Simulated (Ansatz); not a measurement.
# Formation energy and levels of the interstitial Li_i (void) in SiC (F-43m)

Charge states of Li_i (void) in SiC (F-43m), set against the band edges. Model: a cell of 54 host atoms with 1 Li put in.

Calculated with Ansatz 0.2.0; place-levels on r2SCAN runs: charge-transition levels and formation energies with image-charge correction and potential alignment at the atomic sites; PAW set soft_1.

The experiments to compare with:

“Insight into the structural, elastic and electronic properties of a new orthorhombic 6O-SiC polytype” (2020, pmc:7200658) quotes from earlier work for SiC, cubic 3C zincblende (literature value): band gap (indirect gap) 2.4 eV [literature value; measurement temperature and method not stated].

**1. The starting structure**

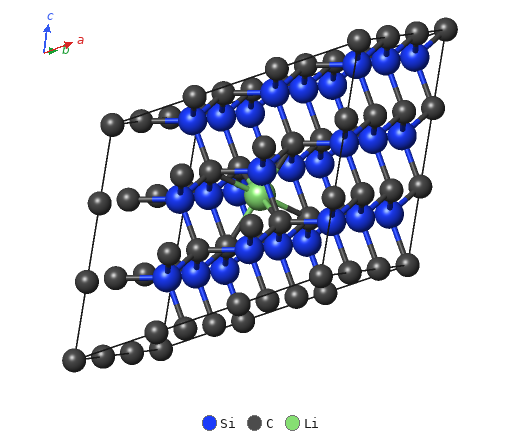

The cell as given, slightly off an axis (silicon blue, carbon dark grey, lithium green). Bonds to atoms that aren't drawn are left out. Some periodic images of atoms are drawn too.

The cell holds 55 atoms: 27 Si, 27 C and 1 Li. Its edges and angles: a = 9.242 Å, b = 9.242 Å, c = 9.242 Å, α = 60.0°, β = 60.0°, γ = 60.0°. It derives from SiC (space group F-43m). Nearest the centre at fractional (0.250, 0.250, 0.917): Li55 at 0.00 Å, Si25 at 1.89 Å, Si7 at 1.89 Å, Si19 at 1.89 Å, Si29 at 1.89 Å, C20 at 2.18 Å, C8 at 2.18 Å, C2 at 2.18 Å.

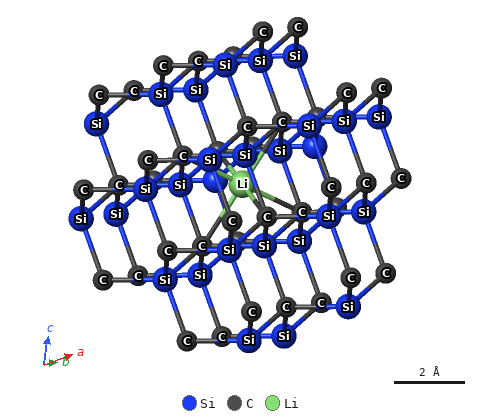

The atoms within 5 Å of the centre.

Known beforehand: the electronic dielectric constant, 7.06, and the static one, 10.43, computed on the host (DFPT, PBEsol, on the r2SCAN cell), and a cell off the functional's own equilibrium shifts the ionic part.

The cell's shortest repeat is 9.2 Å.

**2. What was run first**

A transition level is the Fermi level at which two charge states cost the same, so each charge needs its own total energy, at its own relaxed structure.

Each atom starts 0.05 Å or so off its site in a random direction: a symmetric start keeps its symmetry, and would miss off-centre moves and Jahn–Teller distortions. Forces are taken on a 2×2×2 shifted mesh. The cell holds 1 electron fewer than the neutral one, with a uniform background that keeps it neutral on the whole.

The sampling was tested on the host first: at the k-points planned (1x1x1 shifted 0.25 0.25 0.25) its energy lies 0.119 eV an atom from the dense-mesh value, so the final energies take a denser sampling.

One state's input; the others differ in charge, spin, start and seed, and in occupations where the table says so.

The input, qp1.relax/input.yaml:

```yaml
crystal:
  lattice:
    - [0.0, 6.53488873, 6.53488873]
    - [6.53488873, 0.0, 6.53488873]
    - [6.53488873, 6.53488873, 0.0]
  atoms:
    - { symbol: Si, position: [0.0, 0.0, 0.0] }
    - { symbol: C, position: [0.08333333, 0.08333333, 0.08333333] }
    - { symbol: Si, position: [0.0, 0.0, 0.33333333] }
[... 3 atom lines left out ...]
    - { symbol: Si, position: [0.0, 0.33333333, 0.0] }
    - { symbol: C, position: [0.08333333, 0.41666667, 0.08333333] }
    - { symbol: Si, position: [0.0, 0.33333333, 0.33333333] }
[... 2 atom lines left out ...]
    - { symbol: C, position: [0.08333333, 0.41666667, 0.75] }
    - { symbol: Si, position: [0.0, 0.66666667, 0.0] }
[... 3 atom lines left out ...]
    - { symbol: Si, position: [0.0, 0.66666667, 0.66666667] }
[... 1 atom line left out ...]
    - { symbol: Si, position: [0.33333333, 0.0, 0.0] }
    - { symbol: C, position: [0.41666667, 0.08333333, 0.08333333] }
    - { symbol: Si, position: [0.33333333, 0.0, 0.33333333] }
[... 2 atom lines left out ...]
    - { symbol: C, position: [0.41666667, 0.08333333, 0.75] }
    - { symbol: Si, position: [0.33333333, 0.33333333, 0.0] }
[... 3 atom lines left out ...]
    - { symbol: Si, position: [0.33333333, 0.33333333, 0.66666667] }
    - { symbol: C, position: [0.41666667, 0.41666667, 0.75] }
[... 4 atom lines left out ...]
    - { symbol: Si, position: [0.33333333, 0.66666667, 0.66666667] }
[... 1 atom line left out ...]
    - { symbol: Si, position: [0.66666667, 0.0, 0.0] }
[... 3 atom lines left out ...]
    - { symbol: Si, position: [0.66666667, 0.0, 0.66666667] }
[... 5 atom lines left out ...]
    - { symbol: Si, position: [0.66666667, 0.33333333, 0.66666667] }
[... 7 atom lines left out ...]
    - { symbol: Li, position: [0.25, 0.25, 0.916667] }
  host:
    repeats: [3, 3, 3]
    atoms:
      - { symbol: Si, position: [0.0, 0.0, 0.0] }
      - { symbol: C, position: [0.25, 0.25, 0.25] }
total_charge: 1
basis:
  ecutwfc: 500
  xc_grid: 2
hamiltonian:
  xc: r2scan
  pseudopotentials: { kind: paw, azcp: { folder: soft_1 } }
kpoints:
  mp_grid: { grid: [2, 2, 2], shift: [0.5, 0.5, 0.5] }
scf:
  occupations: { method: fixed }
  max_iter: 60
output:
  forces: true
  charged_corrections:
    epsilon: 7.06
    static_epsilon: 10.43
    defect_position: [0.25, 0.25, 0.916667]
relax:
  f_tol: 0.02
  max_steps: 80
  random_displacement: { amplitude: 0.05, seed: 3518 }
checkpoint:
  write: "../qp1.relax.run"
  compress: false
  write_wavefunctions: true
  write_every: 100000
```

The run is started by

```
$ ansatz run input.yaml --threads 4 --pin off --max-ram 7536MiB --backend cpu --events-out ev --progress --plain --runs-dir out
```

The run of this state that the levels use, under r2SCAN:

The input, qp1.point/input.yaml:

```yaml
crystal:
  checkpoint: "../qp1.relax.run"
  host: checkpoint
total_charge: 1
basis:
  ecutwfc: 500
  xc_grid: 2
hamiltonian:
  xc: r2scan
  pseudopotentials: { kind: paw, azcp: { folder: soft_1 } }
kpoints:
  mp_grid: { grid: [2, 2, 2], shift: [0.5, 0.5, 0.5] }
scf:
  occupations: { method: fixed }
  max_iter: 60
output:
  forces: true
  eigenvalues: true
  charged_corrections:
    epsilon: 7.06
    static_epsilon: 10.43
    defect_position: [0.25, 0.25, 0.916667]
  eigenstates: { localisation: true }
  populations: true
  band_densities: [{ bands: [v1, v1] }, { bands: [c1, c1] }]
  write_density: true
  write_potential: true
  volumetric_format: npy
checkpoint:
  read: "../qp1.relax.run"
  write: "../qp1.point.run"
  compress: false
  write_wavefunctions: false
  write_every: 100000
```

Relaxations under r2SCAN at a 2×2×2 shifted mesh; times on 4 threads of Arm Neoverse V1, shared host:

```csv
charge,moment (μB),occupations,outcome,steps,largest displacement against the far atoms (Å),time
0,1,fixed,converged,6,0.14,6.4 min
+1,0,fixed,converged,4,0.14,2 min
```

Single points under r2SCAN at a 2×2×2 shifted mesh; times on 4 threads of Arm Neoverse V1, shared host:

```csv
charge,moment (μB),occupations,outcome,time
0,1,fixed,converged,60 s
+1,0,fixed,converged,27 s
```

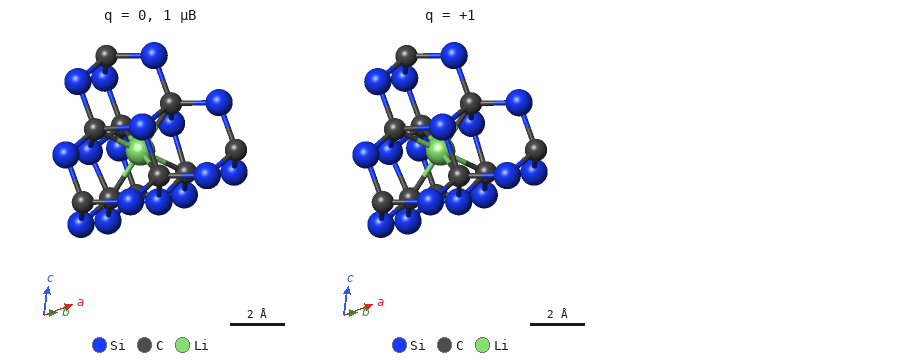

The structures near the centre after relaxation with r2SCAN, by charge.

Distances (Å) from Li55 to the nearest atoms after relaxation with r2SCAN:

```csv
charge,moment (μB),1.,2.,3.,4.,5.,6.
0,1,Si 2.03,Si 2.03,Si 2.03,Si 2.03,C 2.16,C 2.16
+1,0,Si 2.02,Si 2.02,Si 2.02,Si 2.02,C 2.16,C 2.16
```

**3. Levels against the band edges, r2SCAN**

A charged cell interacts with its images and the background, and its potential has another zero than the host's. place-levels removes the first by a point-charge model, screened by the static dielectric constant since the ions have relaxed around the charge, and the second by comparing potentials at atoms far from the defect.

The host is a run of the defect-free crystal in the same cutoffs, grids and k-points, so that basis and sampling errors cancel in part in the differences. The host is run in a cell of 2 atoms on a matching mesh. Its band edges are searched through the zone by a band path, so the gap is smaller than, or equal to, that on the mesh. Chemical potentials are energies per atom of Li (bcc), run with the same functional and cutoff.

The input, levels.point.yaml:

```yaml
host:
  run: host.point.run
states: [q0_M1.point.run, qp1.point.run]
geometry_from:
  q0_M1.point.run: q0_M1.relax.run
  qp1.point.run: qp1.relax.run
  host.point.run: host.relax.run
chemical_potentials:
  Li:
    energy: -205.132397
    dataset: <sha256 of the dataset>
epsilon: 7.06
static_epsilon: 10.43
vertical:
  - { from: qp1.point.run, to: qp1.point_neutral.run }
```

The run is started by

```
$ ansatz place-levels levels.point.yaml -- --threads 4 --pin off --max-ram 7536MiB
```

Numbers of over 12 decimals in the logs are rounded to 6 here.

The log of the run:

```text
[... repeated set-up lines and file paths are left out, and long positions are rounded to six places ...]
(+1/0) 1.764 eV above the valence edge (+2.080 eV without the band-filling correction), in the conduction band
formation energy of charge +1: +1.589 eV with the Fermi level at the valence edge
formation energy of charge 0: +3.353 eV with the Fermi level at the valence edge
vertical +1 to 0: no energy, since no alignment is typed
  the change from vertical[0].from (qp1.point.run) to vertical[0].to (qp1.point_neutral.run): by its potential at epsilon 7.06 it stands at 0.421 0.422 0.087, with an rms radius of about 5.5 Å (3.2 3.2 3.2 Å across the planes of the cell's vectors); [...]
  edges by r2scan, gap 1.710 eV; the host is sampled to repeats of 18.48 Å
  the defect's cells are sampled to repeats of 18.48 Å, like sampling
  charge +1: -24278.8380 eV with its correction of +0.315 eV, at epsilon 10.43, aligned at sites: +0.0733 eV, mean over 24 atomic sites at or beyond 4.62 Å from the defect at [0.2500, 0.2500, 0.9167], with +0.000000 for the charge's moments and without [...]
  charge 0: +0.000 eV for its dipole among its images, +0.000 omitted
  of states[1] (qp1.point.run): it parts from the run at its places by a charge that spreads by about 3.2 Å along one vector (1.3 Å or more is wide), by its potential at epsilon 7.06, taken for that of held ions (one typed too small widens it), where the cell [...]
  of states[0] (q0_M1.point.run): a band-filling correction moves a carrier to the host's band edge, which changes its energy by -0.316 eV; [...]
  of vertical[0].from (qp1.point.run): it parts from the run at its places by a charge that spreads by about 3.2 Å along one vector (1.3 Å or more is wide), by its potential at epsilon 7.06, taken for that of held ions (one typed too small widens it), where [...]
  of vertical[0].to (qp1.point_neutral.run): stability_check_not_made
```

Run time: 0.21 s. Hardware: 4 threads of Arm Neoverse V1, shared host.

Levels between the charges placed, in eV above the valence top:

```csv
,gap (eV),(+1/0)
r2SCAN,1.71,1.76
```

Corrections by state:

```csv
charge,moment (μB),image terms and alignment (eV),band filling (eV),ε used,"over the lowest of its charge, as the program ranks them, band filling apart (eV)"
+1,0.0,0.315,-,10.43,0.000
0,1.0,0.000,-0.316,-,0.000
```

The charged structures listed were also run neutral, and place-levels reads from each pair, by the potential or the spins, how wide the charge is by which they differ; that can be the carrier of either run.

```csv
charge,rms radius (Å),spread where it is widest against the cell (Å),wide from (Å),reading
+1,5.5,3.18,1.31,wide
```

The neutral runs of these pairs need not share the spin of the lowest neutral state, and very wide values only mean spread over the cell.

From the program's caveats on the states, each cut to its opening words:

- charge +1: it parts from the run at its places by a charge that spreads by about 3.2 Å along one vector (1.3 Å or more is wide), by its potential at epsilon 7.06, taken [...]
- charge +1: its alignment with the host at atomic sites is doubtful: the mean over the far sites moves by -0.1273 eV from their farther parts to their nearer, more than [...]
- charge 0 (1 μB): a band-filling correction moves a carrier to the host's band edge, which changes its energy by -0.316 eV
- charge 0 (1 μB): its alignment with the host at atomic sites is doubtful: the mean over the far sites moves by -0.1437 eV from their farther parts to their nearer, more than [...]
- charge 0 (1 μB): flagged: stability check not made

The host's formation energy from the elements is -0.356 eV per atom; it sets how far the chemical potentials can move.

Limit set by the element alone; other compounds of these elements are not counted. Chemical potentials from the elements' reference states: C 0.00 eV, Si -0.71 eV, Li 0.00 eV. Formation energy by charge state (C-rich; gap 1.71 eV):

```csv
charge,at valence top (eV),at conduction bottom (eV),correction included (eV)
+1,1.59,3.30,0.32
0,3.35,3.35,-0.32
```

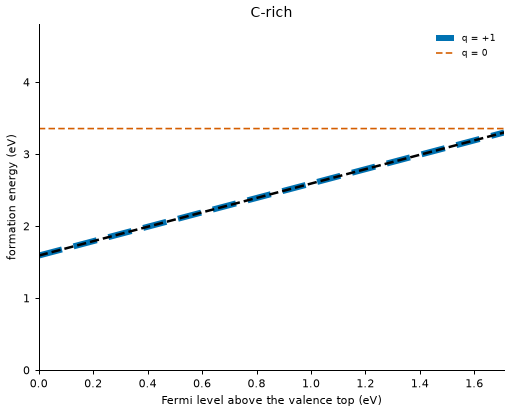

Formation energy against Fermi level; the thick line follows the lowest charge state.

Limit set by the element alone; other compounds of these elements are not counted. Chemical potentials from the elements' reference states: Si 0.00 eV, C -0.71 eV, Li 0.00 eV. Formation energy by charge state (Si-rich; gap 1.71 eV):

```csv
charge,at valence top (eV),at conduction bottom (eV),correction included (eV)
+1,1.59,3.30,0.32
0,3.35,3.35,-0.32
```

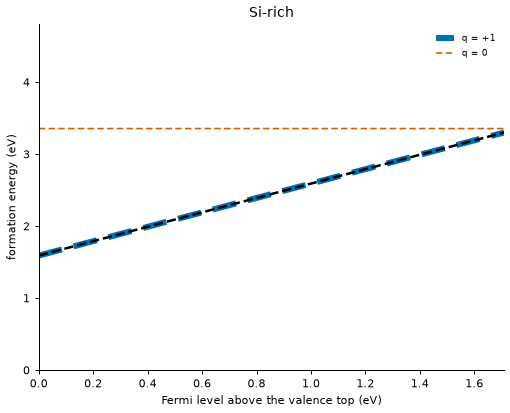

Formation energy against Fermi level; the thick line follows the lowest charge state.

**4. Summary of results**

| Item | Value |
| --- | --- |
| gap of the host | 1.71 eV (r2SCAN) |
| level (plus 1/0) | 1.76 eV above the valence top, past the conduction bottom (2.08 eV above the valence top without the band-filling term) |
| lowest of the charges placed, just above the valence top (0.02 eV) | +1 |
| lowest of the charges placed, just below the conduction bottom (0.02 eV) | +1 |
| lowest formation energy at mid-gap of the charges run, C-rich | 2.44 eV |
| lowest formation energy at mid-gap of the charges run, Si-rich | 2.44 eV |

Of the charges placed (0 and +1), +1 is the lowest from 0.02 eV above the valence top to 0.02 eV below the conduction bottom, a gap of 1.71 eV. Charges above +1 and below 0 were not placed, so these runs say nothing of levels that involve them. States placed: +1 at 0 μB; 0 at 1 μB. Other spin states or structures, where not listed, weren't placed. The program finds carriers beyond a band edge of the host and adds a band-filling term at charge 0 (-0.32 eV); steps to such a charge show no bound level, and a defect level inside a band would be read the same way. Li is taken at its element; compounds, which aren't counted here, bound the chemical potentials and would shift these formation energies. The program doubts the alignment of potentials for at least one state, a sign that the cell is small. What this leaves open: r2SCAN makes the gap too small and tends to spread out bound carriers.

Computed beside measured:

```
                             quantity  measured           r2SCAN
band gap (least gap of the host) (eV)       2.4  1.71 (-0.69 eV)
```

Measured values from pmc:7200658 (2020).

Verdict: The band gap is off by -0.69 eV: a clear miss. Local and semilocal functionals usually give gaps below the measured ones. Zero-point and thermal motion shift the measured gap.

[Logs are printed without paths, hosts, clocks, repeated set-up lines and the standing remarks that a program may print on its own settings, such as how far it seeks lower states.]

[Hosts, paths, dates, database ids (printed as entryN), source tags and the programs' standing remarks are cut or masked in the printed files.]

[Where a table of states has a column of steps, it counts the stored structures, which are thinned; the runs took as many ionic steps or more.]

[A defect's name tells the site on which it was built; relaxed atoms can leave that site.]

[For some hosts the program warned that the k-mesh of the response run may be too coarse for force constants and the static dielectric constant; such warnings are not shown here.]
